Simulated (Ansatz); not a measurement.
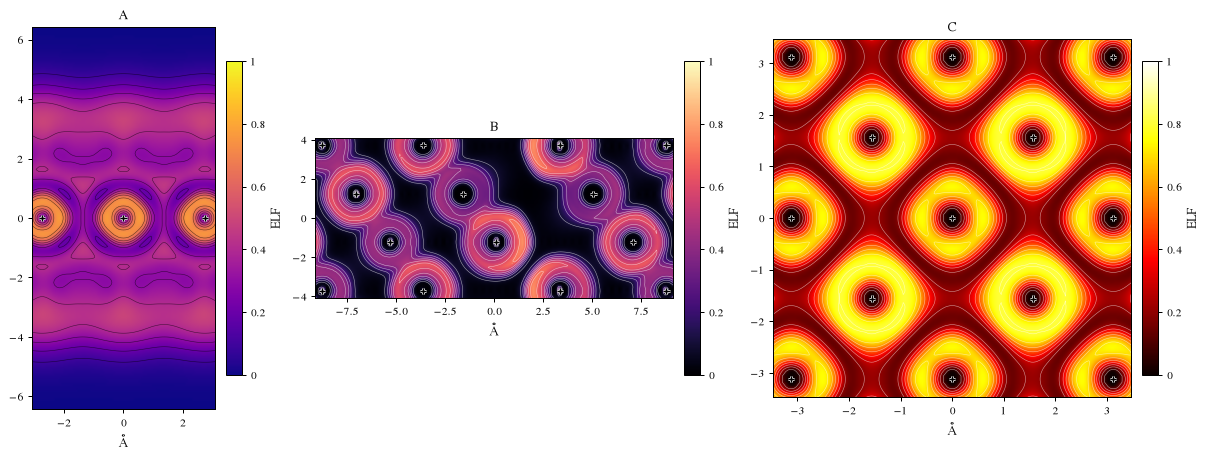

The ELF of 3 systems, each on a plane through atoms (crosses mark nuclei in the plane).

Computed with DFT PBE, scalar-relativistic, plane waves, PAW (Ansatz).

System 1: Mo (slab), the (010) plane of the calculation cell, a cut from vacuum to vacuum. Not relaxed (largest force 0.6 eV/Å); computed without spin polarisation.

```
CELL_PARAMETERS angstrom
2.73664 0.00000 0.00000
-0.91221 2.58013 0.00000
0.00000 0.00000 16.46891
ATOMIC_POSITIONS crystal
Mo 0.00000 0.00000 0.36432
Mo 0.50000 0.50000 0.50000
Mo 0.00000 0.00000 0.63568
```

System 2: TaN, the (101) plane of the calculation cell. Space group Fm-3m; a generated structure, not necessarily the stable one.

System 3: Ge2Sb2Te5, the (110) plane of the conventional cell. Space group P-3m1; a structure from a database of computed crystals, not necessarily the ambient phase.

```
Ge Sb Te
1.0
     4.29461    0.00000    0.00000
    -2.14731    3.71924    0.00000
     0.00000    0.00000   17.58525
Ge Sb Te
2 2 5
Direct
  0.33333 0.66667 0.90155
  0.66667 0.33333 0.09845
  0.00000 0.00000 0.68980
  0.00000 0.00000 0.31020
  0.00000 0.00000 0.00000
  0.66667 0.33333 0.80543
  0.33333 0.66667 0.19457
  0.33333 0.66667 0.59250
  0.66667 0.33333 0.40750
```

Q: Which map belongs to which system?

A: Panel A is system 1, Mo: the plane holds Mo. Mo–Mo (2.74 Å): the ELF is about 0.30 at the midpoint. Panel B is system 3, Ge2Sb2Te5: the plane holds Ge, Sb and Te. Ge–Te (3.00 Å): the ELF peaks at about 0.65 in the valence shell of Te, 1.3 Å from its nucleus, and is about 0.55 at the midpoint. Panel C is system 2, TaN: the plane holds Ta and N. Ta–N (2.21 Å): the ELF peaks at about 0.80 in the valence shell of N, 0.7 Å from its nucleus, and is about 0.15 at the midpoint (no localised pair shows between them).
